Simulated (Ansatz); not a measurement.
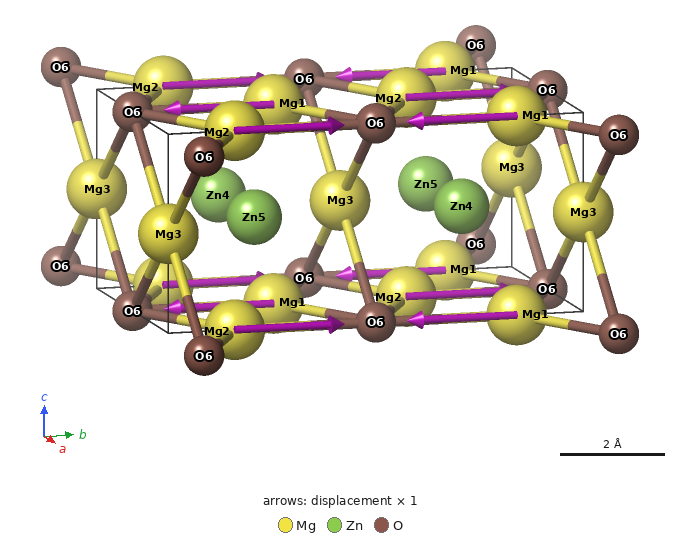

A relaxation of crystalline Mg3Zn2O (a generated structure, set up in Cmmm) (coarse preliminary run). The starting structure is drawn; purple arrows show the displacements (the part carried along by the change of the cell is left out), at their true length.

The picture is a ball-and-stick view of the conventional cell (2 times the calculation's cell), seen slightly off an axis. Lengths and directions refer to the drawn axes.

All numbers below come from DFT PBE, scalar-relativistic, plane waves, PAW (Ansatz 0.2.0).

Input file:
```yaml
crystal:
  lattice:
    - [2.49270607, -4.17669119, 0.0]
    - [2.49270607, 4.17669119, 0.0]
    - [0.0, 0.0, 3.9147502]
  atoms:
    - { symbol: Mg, position: [0.1601293, 0.8398707, 0.0] }
    - { symbol: Mg, position: [0.8398707, 0.1601293, 0.0] }
    - { symbol: Mg, position: [0.0, 0.0, 0.5] }
    - { symbol: Zn, position: [0.0, 0.5, 0.5] }
    - { symbol: Zn, position: [0.5, 0.0, 0.5] }
    - { symbol: O, position: [0.5, 0.5, 0.0] }
basis:
  ecutwfc: 420
kpoints:
  mp_grid: { grid: [4, 4, 4] }
hamiltonian:
  xc: pbe
scf:
  occupations: { method: gaussian, width: 0.1 }
  lower_state_search: "off"
output:
  forces: true
  stress: true
  eigenvalues: true
relax:
  adjacent_minimum: "off"
  f_tol: 0.04
  max_steps: 70
  cell: { stress_tol: 0.4 }
```

Launched with:
```bash
ansatz run input.yaml --threads 1 --pin off --max-ram 2560MiB --backend cpu --events-out ev --progress --plain --runs-dir out
```

What happened in the run?

The largest moves relative to the cell, 2.22 Å, are those of Mg1 and Mg2. Mg2 goes along +b. Zn and O stay in place. The drawn cell changes as follows: a 4.985 → 4.625 Å (−7.2 %), b 8.353 → 11.950 Å (+43.1 %), c 3.915 → 4.547 Å (+16.1 %); the volume changes by +54.1 %. Some distances before and after: Mg1–Mg2 2.675 → 8.273 Å, Mg1–Mg3 2.371 → 4.720 Å, Mg1–O6 2.829 → 4.739 Å, Mg1–O6 (another image) 2.839 → 1.839 Å. The space group stays Cmmm (No. 65). After 22 accepted moves (27 points after the start) the energy has fallen by 8.179 eV per cell of the calculation. Largest force component: 2 eV/Å at the start, 0.0075 eV/Å at the end. Pressure: 37.85 GPa at the start and 0.07 GPa at the end. The line search rejected the trial steps at points 22, 23 of the run. At 3 points the geometry stayed and the basis and grid were re-selected for the new cell (energy shift of 0.438 eV per cell of the calculation at most each time).

Limits of the set-up: the k-point mesh is coarse for a cell with partly filled bands; layers or molecules are held without a dispersion correction, so their spacing is unreliable.
